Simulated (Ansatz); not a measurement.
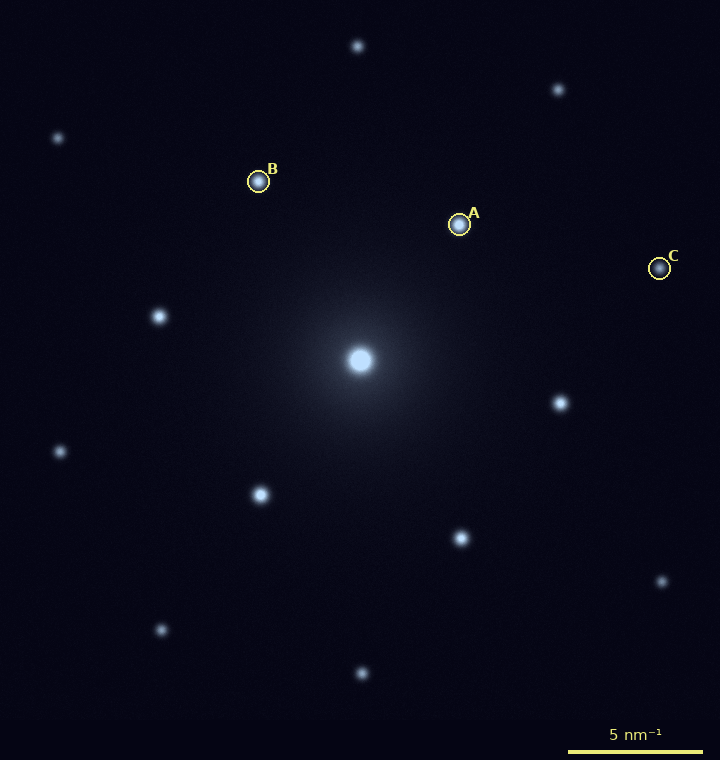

Simulated selected-area electron diffraction pattern (200 kV, kinematic approximation, thin crystal, B = 0.5 Å² for all atoms). The zone axis points towards the electron source and the pattern is seen from the source side.

Ag, space group Im-3m (No. 229), a = 3.18 Å. Structure: the geometry relaxed with DFT, LDA (PW92), plane waves (420 eV) with PAW, scalar-relativistic (Ansatz 0.2.0); the starting structure was generated, so it need not be a known form of this composition.

```cif
data_structure
_symmetry_space_group_name_H-M 'Im-3m'
_symmetry_Int_Tables_number 229
_cell_length_a 3.1826
_cell_length_b 3.1826
_cell_length_c 3.1826
_cell_angle_alpha 90.000
_cell_angle_beta 90.000
_cell_angle_gamma 90.000
_cell_volume 32.24
loop_
_atom_site_label
_atom_site_type_symbol
_atom_site_symmetry_multiplicity
_atom_site_Wyckoff_symbol
_atom_site_fract_x
_atom_site_fract_y
_atom_site_fract_z
_atom_site_occupancy
Ag1 Ag 2 a 0.00000 0.00000 0.00000 1
```

Spot A is indexed 0 0 -2 and spot B -1 2 -1.

Question: Give hkl for C.

Answer: C = 2A − B = 1 -2 -3 (d = 0.851 Å).

Question: Find the zone axis.

Answer: The cross product of A and B is parallel to [210]; every spot obeys hu + kv + lw = 0.
